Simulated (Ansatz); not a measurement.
**A series of single points on MnS**

System: MnS (Fm-3m, 2 atoms in the cell).
Method: Kohn-Sham DFT of a periodic cell, exchange-only PBE, Ansatz PAW, spin-polarised (Ansatz 0.2.0).

The 7 runs differ only in the geometry, by an even scaling of the cell at fixed fractional positions. The structure derives from an entry of the Crystallography Open Database.

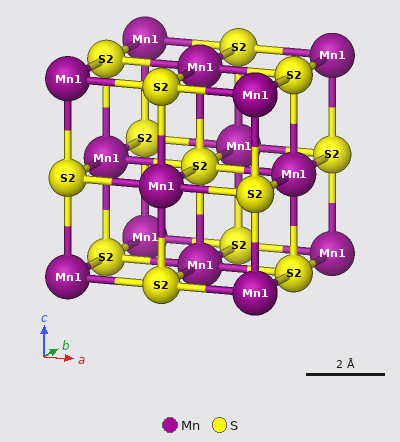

Figure 1. The structure of run 4 (ball-and-stick view of the cell 4 times as large as that of the calculation, set on its symmetry axes, seen slightly off an axis; atoms are numbered from 1 in the order of the input).

## Input of run 4
```yaml
crystal:
  lattice:
    - [0.0, 2.6045, 2.6045]
    - [2.6045, 0.0, 2.6045]
    - [2.6045, 2.6045, 0.0]
  atoms:
    - { symbol: Mn, position: [0.0, 0.0, 0.0], spin: 4.0 }
    - { symbol: S, position: [0.5, 0.5, 0.5] }
hamiltonian:
  xc: { exchange: pbe, correlation: none }
  pseudopotentials: { kind: paw }
magnetization:
  spin_polarized: true
kpoints:
  mp_grid: { grid: [9, 9, 9] }
scf:
  occupations: { method: fermi_dirac, width: 0.05 }
output:
  forces: true
  stress: true
  eigenvalues: true
```

Command:
```bash
ansatz run input.yaml --threads 2 --pin off --max-ram 5120MiB --backend cpu --events-out ev --progress --plain --runs-dir out
```

Run 5 differs from it as follows:
```diff
-    - [0.0, 2.6045, 2.6045]
-    - [2.6045, 0.0, 2.6045]
-    - [2.6045, 2.6045, 0.0]
+    - [0.0, 2.621748847, 2.621748847]
+    - [2.621748847, 0.0, 2.621748847]
+    - [2.621748847, 2.621748847, 0.0]
```

## Results, with one run withheld

```csv
run,volume per atom (Å³),"free energy per atom, from the lowest run given (meV)",pressure (GPa)
1,16.607,172.89,18.61
2,16.961,134.10,16.57
3,17.314,99.73,14.65
4,17.667,69.42,12.85
5,18.021,?,?
6,18.374,19.93,9.72
7,18.727,0.00,8.35
```

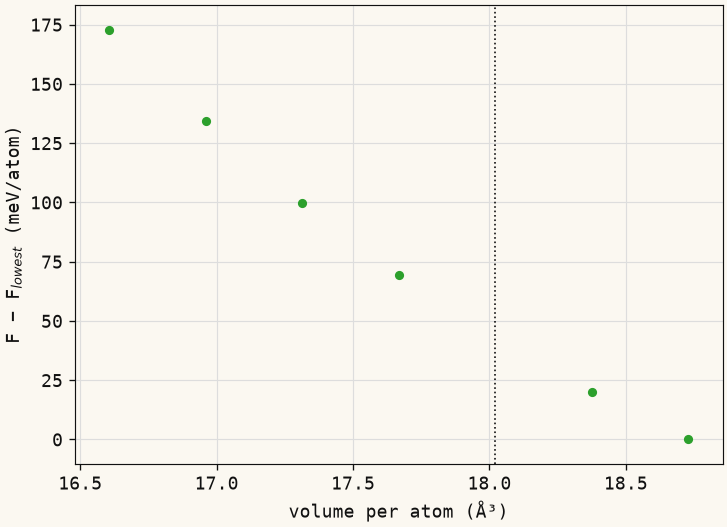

Figure 2. Free energy per atom of the runs given; the dotted line marks run 5.

Estimate the energy of run 5 from the others.

A cubic polynomial in V^(−2/3) (the Birch–Murnaghan form), fitted to the 6 runs given, misses them by at most 0.06 meV per atom. With x = V^(−2/3) − 0.14789 Å⁻², it reads F = 76.33 + 14766 x + 3.6281e+05 x² − 5.57e+05 x³ (meV per atom). At run 5 it gives 42.91 meV per atom, and the run itself gives 42.96. The slope of the fit gives a pressure −dF/dV of 11.22 GPa there, and the run prints 11.18 GPa. The fit has no minimum inside this range.

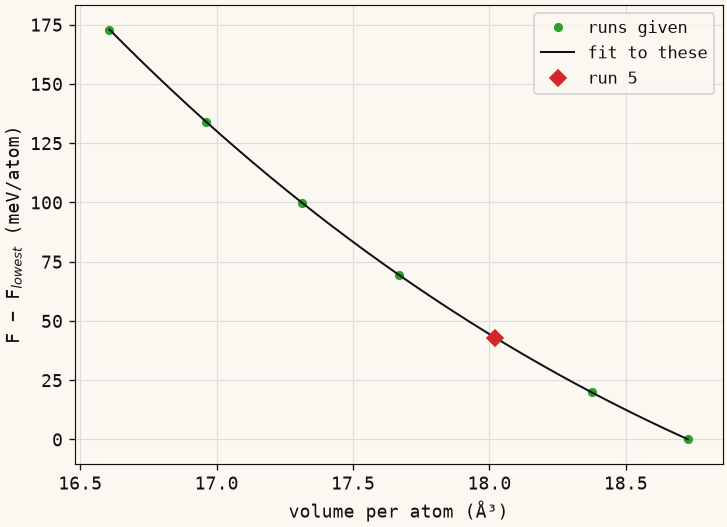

Figure 3. The fit and the withheld run.

## Output, shortened to warnings, some set-up lines, iterations and results (run 5)
```
Basis set: ecut = 420 eV, 725 PW (Γ), exchange–correlation on 50×50×50 points (8 copies of the dense FFT grid, shifted against one another)
Symmetry: 48 space group operations
k-points: 35 of 729
Initial density: superposition of atomic densities (chi_scale 0.1, normalization cell, long waves kept (reshape's long-wave potential 0.00 eV rms))
[...]
SCF iter   1: F=—  HF=-4754.337261 eV  |F-HF|=—  |Δ(HF+E_count)|=         —  Δρ=8.90e-2 (↑8.90e-2 ↓2.43e-2)  dr2=1.50e0  dr2_m=9.80e-1  M=4.822 μB ∫|m|=4.822 μB  β_m=0.30  …
SCF iter   2: F=—  HF=-4754.360844 eV  |F-HF|=—  |Δ(HF+E_count)|=   2.36e-2  Δρ=5.21e-2 (↑5.21e-2 ↓2.08e-2)  dr2=4.75e-1  dr2_m=4.03e-1  M=4.846 μB ∫|m|=4.846 μB  β_m=0.51  …
SCF iter   3: F=—  HF=-4754.457135 eV  |F-HF|=—  |Δ(HF+E_count)|=   9.63e-2  Δρ=1.04e-2 (↑1.04e-2 ↓5.87e-3)  dr2=5.33e-2  dr2_m=1.33e-2  M=4.869 μB ∫|m|=4.869 μB  β_m=0.59  …
SCF iter   4: F=—  HF=-4754.463277 eV  |F-HF|=—  |Δ(HF+E_count)|=         —  Δρ=3.19e-3 (↑3.19e-3 ↓2.35e-3)  dr2=7.75e-3  dr2_m=4.56e-4  M=4.881 μB ∫|m|=4.881 μB  β_m=0.59  …
SCF iter   5: F=—  HF=-4754.465654 eV  |F-HF|=—  |Δ(HF+E_count)|=   2.38e-3  Δρ=1.64e-3 (↑1.64e-3 ↓1.48e-3)  dr2=3.42e-3  dr2_m=4.44e-5  M=4.885 μB ∫|m|=4.885 μB  β_m=0.80  …
SCF iter   6: F=—  HF=-4754.467970 eV  |F-HF|=—  |Δ(HF+E_count)|=   2.32e-3  Δρ=6.11e-4 (↑6.11e-4 ↓5.13e-4)  dr2=3.73e-4  dr2_m=6.22e-6  M=4.888 μB ∫|m|=4.888 μB  β_m=0.79  …
SCF iter   7: F=—  HF=-4754.468137 eV  |F-HF|=—  |Δ(HF+E_count)|=   1.67e-4  Δρ=4.87e-4 (↑4.87e-4 ↓1.85e-4)  dr2=6.77e-5  dr2_m=1.25e-5  M=4.889 μB ∫|m|=4.889 μB  β_m=0.79  …
SCF iter   8: F=—  HF=-4754.468186 eV  |F-HF|=—  |Δ(HF+E_count)|=   4.87e-5  Δρ=1.36e-4 (↑1.36e-4 ↓1.25e-4)  dr2=1.90e-5  dr2_m=1.45e-7  M=4.888 μB ∫|m|=4.888 μB  β_m=0.89  …
SCF iter   9: F=—  HF=-4754.468201 eV  |F-HF|=—  |Δ(HF+E_count)|=   1.49e-5  Δρ=1.94e-5 (↑1.84e-5 ↓1.94e-5)  dr2=4.17e-7  dr2_m=5.30e-9  M=4.888 μB ∫|m|=4.888 μB  β_m=0.95  …
SCF iter  10: F=—  HF=-4754.468202 eV  |F-HF|=—  |Δ(HF+E_count)|=   1.29e-6  Δρ=7.36e-6 (↑7.36e-6 ↓4.90e-6)  dr2=2.14e-8  dr2_m=6.13e-9  M=4.888 μB ∫|m|=4.888 μB  β_m=0.97  …
SCF iter  11: F=-4754.468202 eV  HF=-4754.468202 eV  |F-HF|=2.07e-9  |Δ(HF+E_count)|=   7.75e-8  Δρ=2.37e-6 (↑1.16e-6 ↓2.37e-6)  dr2=4.80e-9  dr2_m=2.24e-10  M=4.888 μB …
SCF 1 converged in 11 iterations: F = -4754.468202 eV  dr2 = 4.80e-9
SCF converged after 11 iterations
Magnetization: 4.8876 μB (12.9438 up, 8.0562 down)
Absolute magnetization: 4.8876 μB (∫|ρ↑−ρ↓|, with the PAW one-centre terms)
Spin contamination: 0.0234 ħ² per cell (⟨S²⟩ above its minimum at these occupations)
Per-site moments (μB) at R_I (Å): [(4.364949694590234, 1.0814713993875), (0.14535844903633097, 1.0814713993875)]
Free energy (F): -4754.468202 eV
Harris-Foulkes:  -4754.468202 eV  (|F-HF|=2.07e-9)
Internal energy: -4754.463652 eV  (E = F + TS)
E sigma→0 (E₀):  -4754.465927 eV
Entropy (-TS):   -0.004550 eV (-2.275 meV/atom)
Fermi energy:    11.626246 eV
--- Per-component energies (eV) ---
  E_band       = -271.539014
  E_kinetic    = 407.053002
  E_local      = -2470.693274  (includes V_loc(G=0)·N_el)
  E_nonlocal   = 276.471427
  E_hartree    = 1013.750885
  E_xc         = -191.220549
  E_vxc        = -209.561477  (∫ρ·V_xc dr)
  E_paw        = -1877.420080  (= ΣΔE_a)
  E_vpaw       = -302.313486  (= ΣTr[D̂ρ^β])
  E_aug_tail   = -0.000008  (compensation charges beyond the density's cutoff)
  E_ewald      = -1912.448584
  E_core_change = 0.043529  (= ΣΔE_core)
  E_smearing   = -0.004550  (= −TS)
  E_closure    = 0.000000  (closes the sum)
  Σ components = -4754.468202   (vs F -4754.468202, Δ=0.00e0)
--- Forces (eV/Å), atoms counted from 1 ---
  atom   1  Mn    -0.00000000     0.00000000     0.00000000
  atom   2  S      0.00000000    -0.00000000     0.00000000
  max |Σ_I F_I| component: 4.80e-30 eV/Å
--- Stress (GPa, compression-positive) ---
       11.181324      -0.000000       0.000000
       -0.000000      11.181324       0.000000
       -0.000000      -0.000000      11.181324
  P = ⅓ Tr σ = 11.1813 GPa (111.813 kbar)
```

Notes: Points of doubt noted for this run: forces on files of another functional.
